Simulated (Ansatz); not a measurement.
SnO₂: geometry relaxation (part 1 of 2)

System: SnO₂ (6 atoms in the cell).
Method: DFT PBE, scalar-relativistic, plane waves, PAW, no spin polarisation (Ansatz 0.2.0).

The structure derives from an entry of the Crystallography Open Database.

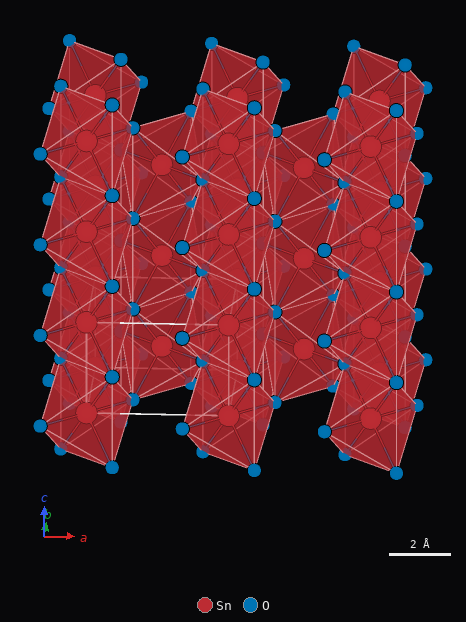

Figure 1. The starting structure (polyhedral view of the cell of the calculation, repeated 2 × 1 × 3, seen at an oblique angle; polyhedra are completed across the faces of the cell).

Key numbers:

- outcome: converged
- space group (tolerance 0.01 Å): P4₂/mnm (136)
- electrons treated: 52
- free energy: −14317.9672 eV
- Fermi energy: 9.089 eV
- gap on the k-point mesh: 0.68 eV
- pressure: 0.02 GPa
- final volume: 75.44 Å³
- largest force (length of the vector) at the end: 0.002 eV/Å
- final cell: a = 4.826 Å, b = 4.826 Å, c = 3.239 Å, α = 90.00°, β = 90.00°, γ = 90.00°
- hardware: 4 threads of Intel Xeon (Sapphire Rapids), 64 GiB of memory available, shared host
- wall time: 4.8 s (CPU time 16 s)
- peak memory: 0.48 GiB

Input file:
```yaml
crystal:
  lattice:
    - [4.738, 0.0, 0.0]
    - [0.0, 4.738, 0.0]
    - [0.0, 0.0, 3.1865]
  atoms:
    - { symbol: Sn, position: [0.0, 0.0, 0.0] }
    - { symbol: Sn, position: [0.5, 0.5, 0.5] }
    - { symbol: O, position: [0.3071, 0.3071, 0.0] }
    - { symbol: O, position: [0.1929, 0.8071, 0.5] }
    - { symbol: O, position: [0.6929, 0.6929, 0.0] }
    - { symbol: O, position: [0.8071, 0.1929, 0.5] }
basis:
  ecutwfc: 420
kpoints:
  mp_grid: { grid: [4, 4, 6] }
hamiltonian:
  xc: pbe
scf:
  occupations: { method: gaussian, width: 0.1 }
output:
  forces: true
  stress: true
  eigenvalues: true
relax:
  adjacent_minimum: "off"
  f_tol: 0.05
  max_steps: 80
  cell: { stress_tol: 0.5 }
```

Launched with:
```bash
ansatz run input.yaml --threads 4 --pin off --max-ram 10240MiB --backend cpu --events-out ev --progress --plain --runs-dir out
```

Log:
```
Engine: ansatz 0.2.0, x86_64-unknown-linux-gnu
Pseudopotentials: kind: paw
Pseudopotential: Sn, paw, valence charge 14, recommended cutoff 420 eV (normal), Sn.paw.azcp
Pseudopotential: O, paw, valence charge 6, recommended cutoff 420 eV (normal), O.paw.azcp
Functional definition: PBE
  parameter kappa = 0.804
  parameter beta = 0.06672455060314922
  exchange = pbe_x(kappa = kappa, mu = beta*pi^2/3)
  correlation = pbe_c(beta = beta)
Crystal: 6 atoms, lattice volume = 71.533 Å³
Basis set: ecut = 420 eV, 1411 PW (Γ), exchange–correlation on 64×64×48 points (8 copies of the dense FFT grid, shifted against one another)
Bands: 32, of which v1, the nominal top of the filled ones, is band 26 counted from 1 (25 counted from 0)
Symmetry: 16 space group operations
Space group: P42/mnm (ITA 136), of the structure as read, at distance tolerance 4.2e-5 Å
k-points: 24 of 96
Non-local potential: Sn, projectors of the file, l = 0: 2, l = 1: 2, l = 2: 2, l = 3: 2
Non-local potential: O, projectors of the file, l = 0: 2, l = 1: 2, l = 2: 1
PAW form: soft (Blöchl's): semilocal exchange-correlation on the pseudo side does not see the compensation charge
PAW one-centre angular grid: Sn, 590 points (default); XC on 64 Gauss nodes
PAW one-centre angular grid: O, 110 points (default); XC on 64 Gauss nodes
Initial density: superposition of atomic densities (neutral atoms: chi_scale 0, normalization atom), corrected by the library's trained network
Initial wavefunctions: pseudopotential atomic-orbital guess
Functional: x = pbe(κ = 0.804, μ = 0.2195149727645171), c = pbe(β = 0.06672455060314922)
SCF iter   1: F=—  HF=-14317.836127 eV  |F-HF|=—  |Δ(HF+E_count)|=         —  Δρ=1.08e-3  dr2=2.50e-4  ethr=1.77e-3  ⟨swp⟩=5.8  Hψ=3323  notcnv=0  defer=1
preconditioner: auto → Resta (q_TF=auto, 2.587 Å⁻¹)  ε∞=3.6  [insulator: Δε(μ)=1.283 eV  Ē_g=19.760 eV  σ=0.100 eV  W_gap=1.00  n_scr=18 (ndim 8)  ℏωp=31.7 eV  f_vac=0.027  D(μ)=0.00/eV (n_scr^D=0)  ε∞_Penn≈3.6]
SCF iter   2: F=—  HF=-14317.837925 eV  |F-HF|=—  |Δ(HF+E_count)|=   1.80e-3  Δρ=5.85e-4  dr2=7.54e-5  ethr=4.80e-7  ⟨swp⟩=2.9  Hψ=1646  notcnv=0  defer=2
SCF iter   3: F=—  HF=-14317.838186 eV  |F-HF|=—  |Δ(HF+E_count)|=   2.61e-4  Δρ=1.95e-4  dr2=2.10e-5  ethr=1.45e-7  ⟨swp⟩=2.8  Hψ=1302  notcnv=0  defer=2
SCF iter   4: F=—  HF=-14317.838192 eV  |F-HF|=—  |Δ(HF+E_count)|=   6.06e-6  Δρ=4.64e-5  dr2=8.00e-7  ethr=4.03e-8  ⟨swp⟩=2.0  Hψ=1017  notcnv=0  defer=2
SCF iter   5: F=—  HF=-14317.838193 eV  |F-HF|=—  |Δ(HF+E_count)|=   1.03e-6  Δρ=1.77e-5  dr2=1.03e-7  ethr=1.54e-9  ⟨swp⟩=2.0  Hψ=1234  notcnv=0  defer=2
SCF iter   6: F=-14317.838193 eV  HF=-14317.838193 eV  |F-HF|=1.01e-8  |Δ(HF+E_count)|=   3.29e-7  Δρ=3.64e-6  dr2=4.90e-9  ethr=1.92e-10  ⟨swp⟩=8.7  Hψ=3249  notcnv=0
SCF 1 converged in 6 iterations: F = -14317.838193 eV  dr2 = 4.90e-9
  greatest PAW one-centre occupation: 0.996 electrons in one spin orbital (limit 2), on the Sn atom at site 0 (counted from 0), in its partial waves of l = 2
relax step   1: F+E_penalty+E_count = -14317.83819313 eV  Δ(F+E_penalty+E_count) = +0.000e0 eV  max|allowed force component| = 1.943e-1 eV/Å  Δτ_max = 0.0000 Å  P = +11.067 GPa  Ω = 71.533 Å³  (6 SCF iters, dr2 threshold 1.00e-7 eV, accepted)
Crystal: 6 atoms, lattice volume = 75.125 Å³
Basis set: ecut = 420 eV, 1463 PW (Γ), exchange–correlation on 64×64×48 points (8 copies of the dense FFT grid, shifted against one another)
Initial density: handed on by an earlier stage of this run
Initial wavefunctions: those handed on with the density
iter 1 solved again at ethr=1.14e-4 eV; its pass at ethr=3.10e-3 eV (dr2=5.90e-2 eV) is discarded
SCF iter   1: F=—  HF=-14317.959128 eV  |F-HF|=—  |Δ(HF+E_count)|=         —  Δρ=9.62e-3  dr2=5.76e-2  ethr=1.14e-4  ⟨swp⟩=1.0  Hψ=3857  notcnv=0
preconditioner: auto → Resta (q_TF=auto, 2.566 Å⁻¹)  ε∞=3.6  [insulator: Δε(μ)=0.693 eV  Ē_g=19.269 eV  σ=0.100 eV  W_gap=1.00  n_scr=18 (ndim 8)  ℏωp=30.9 eV  f_vac=0.045  D(μ)=0.00/eV (n_scr^D=0)  ε∞_Penn≈3.6]
SCF iter   2: F=—  HF=-14317.943150 eV  |F-HF|=—  |Δ(HF+E_count)|=   1.60e-2  Δρ=2.76e-3  dr2=4.80e-3  ethr=1.11e-4  ⟨swp⟩=2.0  Hψ=1180  notcnv=0
SCF iter   3: F=—  HF=-14317.942551 eV  |F-HF|=—  |Δ(HF+E_count)|=   5.99e-4  Δρ=1.34e-3  dr2=1.47e-3  ethr=9.22e-6  ⟨swp⟩=2.0  Hψ=1215  notcnv=0
SCF iter   4: F=—  HF=-14317.942541 eV  |F-HF|=—  |Δ(HF+E_count)|=   1.04e-5  Δρ=2.50e-4  dr2=6.41e-5  ethr=2.82e-6  ⟨swp⟩=2.9  Hψ=1363  notcnv=0
SCF iter   5: F=—  HF=-14317.942586 eV  |F-HF|=—  |Δ(HF+E_count)|=   4.48e-5  Δρ=7.99e-5  dr2=3.82e-6  ethr=1.23e-7  ⟨swp⟩=2.6  Hψ=1276  notcnv=0
SCF iter   6: F=-14317.942591 eV  HF=-14317.942591 eV  |F-HF|=1.54e-7  |Δ(HF+E_count)|=   5.64e-6  Δρ=1.12e-5  dr2=8.74e-8  ethr=1.15e-9  ⟨swp⟩=6.9  Hψ=3294  notcnv=0
SCF 2 converged in 6 iterations: F = -14317.942591 eV  dr2 = 8.74e-8
relax step   2: F+E_penalty+E_count = -14317.94259132 eV  Δ(F+E_penalty+E_count) = -1.044e-1 eV  max|allowed force component| = 2.203e-2 eV/Å  Δτ_max = 0.0061 Å  P = +0.363 GPa  Ω = 75.125 Å³  energy of the carried Pulay correction = -1.861e-2 eV  (6 SCF iters, dr2 threshold 6.00e-7 eV, accepted)
Crystal: 6 atoms, lattice volume = 75.250 Å³
iter 1 solved again at ethr=5.97e-7 eV; its pass at ethr=3.10e-3 eV (dr2=3.11e-4 eV) is discarded
SCF iter   1: F=—  HF=-14317.942318 eV  |F-HF|=—  |Δ(HF+E_count)|=         —  Δρ=9.80e-4  dr2=3.10e-4  ethr=5.97e-7  ⟨swp⟩=3.0  Hψ=4016  notcnv=0
preconditioner: auto → Resta (q_TF=auto, 2.565 Å⁻¹)  ε∞=3.6  [insulator: Δε(μ)=0.699 eV  Ē_g=19.278 eV  σ=0.100 eV  W_gap=1.00  n_scr=18 (ndim 8)  ℏωp=30.9 eV  f_vac=0.036  D(μ)=0.00/eV (n_scr^D=0)  ε∞_Penn≈3.6]
SCF iter   2: F=—  HF=-14317.942275 eV  |F-HF|=—  |Δ(HF+E_count)|=   4.31e-5  Δρ=4.70e-4  dr2=6.96e-5  ethr=5.96e-7  ⟨swp⟩=2.2  Hψ=1010  notcnv=0
SCF iter   3: F=—  HF=-14317.942274 eV  |F-HF|=—  |Δ(HF+E_count)|=   1.00e-6  Δρ=1.51e-4  dr2=1.19e-5  ethr=1.34e-7  ⟨swp⟩=2.5  Hψ=1181  notcnv=0
SCF iter   4: F=-14317.942274 eV  HF=-14317.942274 eV  |F-HF|=2.35e-7  |Δ(HF+E_count)|=   6.00e-8  Δρ=3.48e-5  dr2=4.79e-7  ethr=1.15e-9  ⟨swp⟩=4.7  Hψ=3500  notcnv=0
SCF 3 converged in 4 iterations: F = -14317.942274 eV  dr2 = 4.79e-7
relax step   3: F+E_penalty+E_count = -14317.94227390 eV  Δ(F+E_penalty+E_count) = +3.174e-4 eV  max|allowed force component| = 3.231e-2 eV/Å  Δτ_max = 0.0046 Å  P = -0.044 GPa  Ω = 75.250 Å³  energy of the carried Pulay correction = -1.924e-2 eV  (4 SCF iters, dr2 threshold 6.00e-7 eV, accepted)
Basis set: ecut = 420 eV, 1463 PW (Γ), exchange–correlation on 72×72×48 points (8 copies of the dense FFT grid, shifted against one another)
Initial wavefunctions: pseudopotential atomic-orbital guess (no wavefunctions were taken with the density)
iter 1 solved again at ethr=6.90e-8 eV; its pass at ethr=3.10e-3 eV (dr2=3.59e-5 eV) is discarded
SCF iter   1: F=—  HF=-14317.966114 eV  |F-HF|=—  |Δ(HF+E_count)|=         —  Δρ=5.62e-4  dr2=3.28e-5  ethr=6.90e-8  ⟨swp⟩=3.5  Hψ=5359  notcnv=0
preconditioner: auto → Resta (q_TF=auto, 2.565 Å⁻¹)  ε∞=3.6  [insulator: Δε(μ)=0.704 eV  Ē_g=19.278 eV  σ=0.100 eV  W_gap=1.00  n_scr=18 (ndim 8)  ℏωp=30.9 eV  f_vac=0.034  D(μ)=0.00/eV (n_scr^D=0)  ε∞_Penn≈3.6]
SCF iter   2: F=—  HF=-14317.966377 eV  |F-HF|=—  |Δ(HF+E_count)|=   2.63e-4  Δρ=2.68e-4  dr2=8.48e-6  ethr=6.30e-8  ⟨swp⟩=2.0  Hψ=1121  notcnv=0
SCF iter   3: F=—  HF=-14317.966474 eV  |F-HF|=—  |Δ(HF+E_count)|=   9.74e-5  Δρ=9.63e-5  dr2=8.39e-7  ethr=1.63e-8  ⟨swp⟩=2.5  Hψ=1090  notcnv=0
SCF iter   4: F=—  HF=-14317.966484 eV  |F-HF|=—  |Δ(HF+E_count)|=   9.61e-6  Δρ=5.02e-6  dr2=1.03e-8  ethr=1.61e-9  ⟨swp⟩=2.0  Hψ=1152  notcnv=0
SCF iter   5: F=-14317.966484 eV  HF=-14317.966484 eV  |F-HF|=2.22e-10  |Δ(HF+E_count)|=   2.21e-8  Δρ=1.07e-6  dr2=6.03e-10  ethr=1.15e-11  ⟨swp⟩=5.2  Hψ=2844  notcnv=0
SCF 4 converged in 5 iterations: F = -14317.966484 eV  dr2 = 6.03e-10
relax step   4: F+E_penalty+E_count = -14317.96648388 eV  Δ(F+E_penalty+E_count) = -2.421e-2 eV  max|allowed force component| = 3.196e-2 eV/Å  Δτ_max = 0.0000 Å  P = +0.426 GPa  Ω = 75.250 Å³  stress off target by 5.87e-1 GPa  SCF on the basis re-selected at this cell (its energy is not comparable with the rows above)  (5 SCF iters)
basis re-selected at this cell: Δ(F+E_penalty+E_count) = -2.421e-2 eV, ΔP = +0.470 GPa vs the last step (what re-selecting the basis moved, of the pressure what is left beyond the Pulay correction that the steps carried, after the strain that the cell walked since its last selection, with what the two solves' SCF thresholds leave and, on support functions, any second-order correction that the steps lacked; it is no measure of the basis error at this ecutwfc). The dense FFT grid was sized anew with the basis: this SCF ran on 36×36×24 points, the steps before it on 32×32×24, so part of this shift can come from that change (see relax.cell in the input reference). This SCF's stress stands 5.87e-1 GPa from its target on what of the cell is left free (relax.cell.stress_tol is 5.00e-1 GPa) and its largest allowed force component is 3.20e-2 eV/Å (relax.f_tol is 5.00e-2 eV/Å): not within both, so this SCF does not close the relaxation
Crystal: 6 atoms, lattice volume = 75.436 Å³
Basis set: ecut = 420 eV, 1495 PW (Γ), exchange–correlation on 72×72×48 points (8 copies of the dense FFT grid, shifted against one another)
iter 1 solved again at ethr=2.96e-7 eV; its pass at ethr=3.10e-3 eV (dr2=1.54e-4 eV) is discarded
SCF iter   1: F=—  HF=-14317.966283 eV  |F-HF|=—  |Δ(HF+E_count)|=         —  Δρ=6.03e-4  dr2=1.62e-4  ethr=2.96e-7  ⟨swp⟩=3.2  Hψ=3842  notcnv=0
preconditioner: auto → Resta (q_TF=auto, 2.564 Å⁻¹)  ε∞=3.6  [insulator: Δε(μ)=0.681 eV  Ē_g=19.263 eV  σ=0.100 eV  W_gap=1.00  n_scr=18 (ndim 8)  ℏωp=30.8 eV  f_vac=0.035  D(μ)=0.00/eV (n_scr^D=0)  ε∞_Penn≈3.6]
SCF iter   2: F=—  HF=-14317.966195 eV  |F-HF|=—  |Δ(HF+E_count)|=   8.89e-5  Δρ=2.69e-4  dr2=3.02e-5  ethr=2.96e-7  ⟨swp⟩=2.0  Hψ=1015  notcnv=0
SCF iter   3: F=—  HF=-14317.966191 eV  |F-HF|=—  |Δ(HF+E_count)|=   3.08e-6  Δρ=9.68e-5  dr2=6.32e-6  ethr=5.80e-8  ⟨swp⟩=2.0  Hψ=1342  notcnv=0
SCF iter   4: F=-14317.966191 eV  HF=-14317.966191 eV  |F-HF|=1.39e-7  |Δ(HF+E_count)|=   1.37e-7  Δρ=2.20e-5  dr2=2.94e-7  ethr=1.15e-9  ⟨swp⟩=4.1  Hψ=3289  notcnv=0
SCF 5 converged in 4 iterations: F = -14317.966191 eV  dr2 = 2.94e-7
relax step   5: F+E_penalty+E_count = -14317.96619143 eV  Δ(F+E_penalty+E_count) = +2.925e-4 eV  max|allowed force component| = 1.192e-3 eV/Å  Δτ_max = 0.0022 Å  P = +0.011 GPa  Ω = 75.436 Å³  energy of the carried Pulay correction = -9.862e-4 eV  (4 SCF iters, dr2 threshold 6.00e-7 eV, accepted)
iter 1 solved again at ethr=1.99e-8 eV; its pass at ethr=3.10e-3 eV (dr2=1.03e-5 eV) is discarded
SCF iter   1: F=—  HF=-14317.967207 eV  |F-HF|=—  |Δ(HF+E_count)|=         —  Δρ=5.04e-5  dr2=3.90e-7  ethr=1.99e-8  ⟨swp⟩=3.7  Hψ=5524  notcnv=0
preconditioner: auto → Resta (q_TF=auto, 2.564 Å⁻¹)  ε∞=3.6  [insulator: Δε(μ)=0.682 eV  Ē_g=19.265 eV  σ=0.100 eV  W_gap=1.00  n_scr=18 (ndim 8)  ℏωp=30.8 eV  f_vac=0.035  D(μ)=0.00/eV (n_scr^D=0)  ε∞_Penn≈3.6]
SCF iter   2: F=—  HF=-14317.967166 eV  |F-HF|=—  |Δ(HF+E_count)|=   4.11e-5  Δρ=2.54e-5  dr2=1.54e-7  ethr=7.50e-10  ⟨swp⟩=2.0  Hψ=1027  notcnv=0
SCF iter   3: F=—  HF=-14317.967170 eV  |F-HF|=—  |Δ(HF+E_count)|=   3.94e-6  Δρ=7.77e-6  dr2=3.18e-8  ethr=2.95e-10  ⟨swp⟩=2.0  Hψ=1037  notcnv=0
SCF iter   4: F=-14317.967170 eV  HF=-14317.967170 eV  |F-HF|=4.44e-8  |Δ(HF+E_count)|=   1.63e-9  Δρ=2.56e-6  dr2=1.37e-9  ethr=1.15e-11  ⟨swp⟩=4.4  Hψ=3296  notcnv=0
SCF 6 converged in 4 iterations: F = -14317.967170 eV  dr2 = 1.37e-9
relax step   6: F+E_penalty+E_count = -14317.96716968 eV  Δ(F+E_penalty+E_count) = -9.783e-4 eV  max|allowed force component| = 1.436e-3 eV/Å  Δτ_max = 0.0000 Å  P = +0.022 GPa  Ω = 75.436 Å³  stress off target by 4.68e-2 GPa  SCF on the basis re-selected at this cell (its energy is not comparable with the rows above)  (4 SCF iters)
```

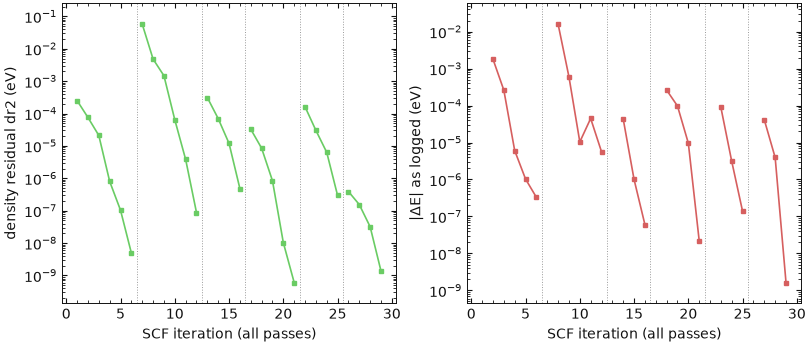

Figure 2. Convergence of the self-consistent field: density residual dr2 and size of the energy change against the SCF iteration. The dotted lines part the SCF passes of the relaxation: geometry steps, rejected trials and re-solves on a re-selected basis. The 6 passes take 4 to 6 iterations each, 29 in all.
